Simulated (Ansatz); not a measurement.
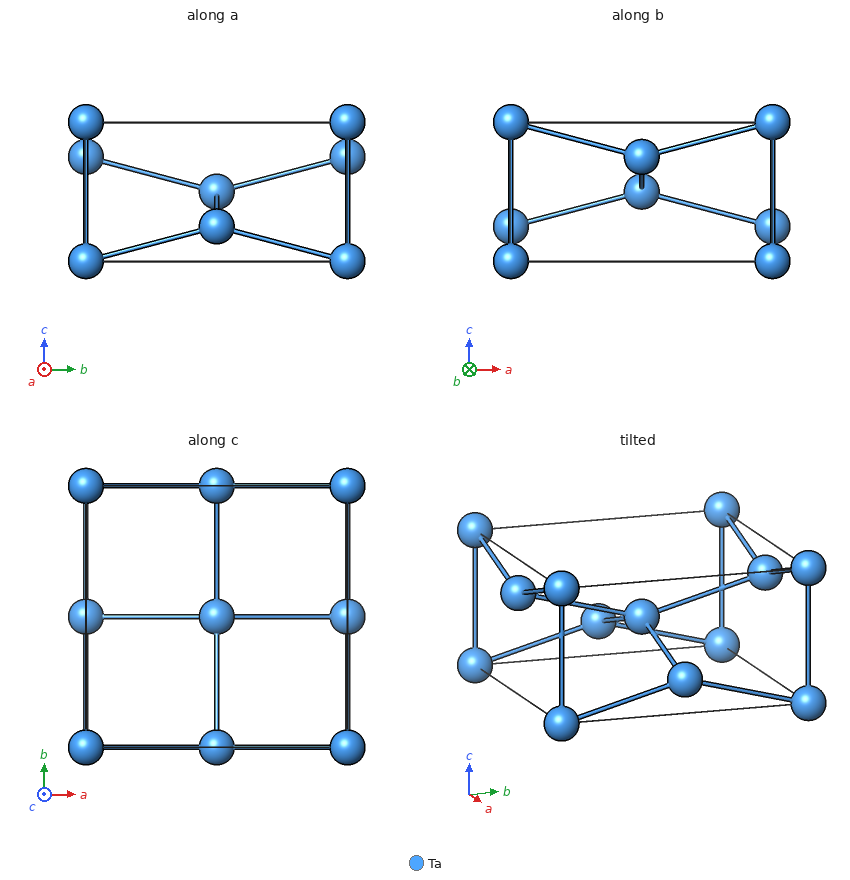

Shown here is a ball-and-stick view of the crystal, taken along the a axis, along the b axis, along the c axis and slightly off an axis. Lines trace the edges of the conventional unit cell.

Lattice parameters: a = 5.2905 Å, b = 5.2905 Å, c = 2.8122 Å, α = 90.000°, β = 90.000°, γ = 90.000°.

Q: Reconstruct the structure as a CIF with its space group and independent sites.

A:
```cif
data_structure
_symmetry_space_group_name_H-M 'I 41/a m d :1'
_symmetry_Int_Tables_number 141
_cell_length_a 5.2905
_cell_length_b 5.2905
_cell_length_c 2.8122
_cell_angle_alpha 90.000
_cell_angle_beta 90.000
_cell_angle_gamma 90.000
_cell_volume 78.71
loop_
_atom_site_label
_atom_site_type_symbol
_atom_site_symmetry_multiplicity
_atom_site_Wyckoff_symbol
_atom_site_fract_x
_atom_site_fract_y
_atom_site_fract_z
_atom_site_occupancy
Ta1 Ta 4 a 0.0000 0.0000 0.0000 1
```

Starting structure: a structure type filled with this element by a generator (whether the element takes this form wasn't checked). It is drawn as it came out of a relaxation with DFT PBE, scalar-relativistic, plane waves, PAW in Ansatz.
